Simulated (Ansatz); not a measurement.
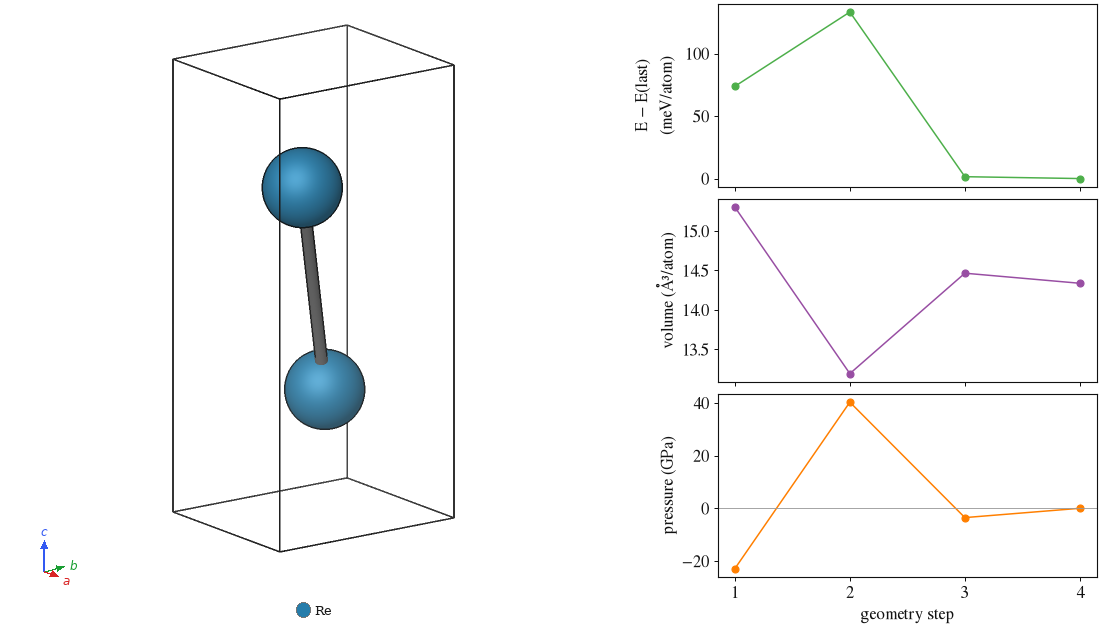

Beside the plot: the structure at the start.

History of a geometry optimisation. Atoms and cell relax. A closing SCF on a freshly chosen basis isn't drawn.

```
crystal:
  lattice:
    - [2.7971304821, 0.0, 0.0]
    - [-1.398565241, 2.4223860552, 0.0]
    - [0.0, 0.0, 4.5168672541]
  atoms:
    - { symbol: Re, position: [0.3333333333, 0.6666666667, 0.25] }
    - { symbol: Re, position: [0.6666666667, 0.3333333333, 0.75] }
kpoints:
  mp_grid: { grid: [14, 14, 8] }
scf:
  occupations: { method: fermi_dirac, width: 0.05 }
hamiltonian:
  xc: lda
  pseudopotentials: { kind: paw }
output:
  forces: true
  stress: true
  efg: { contact_densities: true }
relax:
  f_tol: 0.005
  max_steps: 80
  cell: {}
```

Launched with:
```bash
ansatz run input.yaml --threads 1 --pin off --max-ram 2048MiB --backend cpu --events-out ev --progress --plain --runs-dir out
```

**How did it end, and what did it gain?**

The optimisation met its thresholds at geometry 4, counting the start as the first. The energy fell by about 74 meV/atom from the first step to the last. Step 2 went uphill and was rejected by the line search. All forces vanish by symmetry, so only the cell moves.

**What happens to the cell?**

The volume shrinks from 15.3 to 14.3 Å³ per atom (−6 %), overshooting to 13.2 at step 2, as the pressure goes from −23 GPa to about 0 GPa. The start was expanded.
